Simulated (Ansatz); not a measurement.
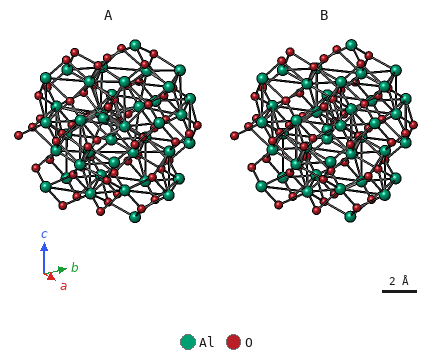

Two geometries of a defect cell of composition Al49O71, drawn at one scale. One is the start of a relaxation, the other its converged end. Style: ball-and-stick. Shown: the atoms within 5.8 Å of the atom that moves most (axes of the cell of the calculation (origin shifted)), slightly off an axis.

Level of theory: DFT, PBEsol, PAW, plane waves (Ansatz). Set-up: plane-wave cutoff 420 eV; k-point mesh 1 × 1 × 1; mesh shifted by (0.25, 0.25, 0.25); collinear spin; atoms relaxed in a fixed cell; force threshold 0.03 eV/Å; at most 80 steps.

Q: Which geometry has the lower energy?

A: Structure A is the relaxed one. The atom that moves furthest is an Al atom (1.00 Å along [0 −1 1]). Largest moves by element: Al 1.00 Å, O 0.33 Å. The cell doesn't change. Some distances before and after: Al–Al 3.390 → 2.620 Å, Al–O 2.669 → 1.914 Å, Al–O 2.729 → 1.988 Å, Al–Al 2.007 → 2.712 Å. Bonds break, among them: Al–O (1.81 → 2.41 Å). Bond angles that change, for instance: Al–Al–Al 131.6° → 91.4°, Al–Al–Al 93.8° → 67.2°, Al–Al–Al 85.6° → 65.8°. Over 10 geometry steps the energy falls by 9.600 eV per cell of the calculation. Largest force component: 12 eV/Å at the start, 0.029 eV/Å at the end. The program noted that the starting moments weren't kept. Cost: 15 s on 1 × NVIDIA GB200 with 8 threads of Arm Neoverse-V2, peak memory 2 GiB.
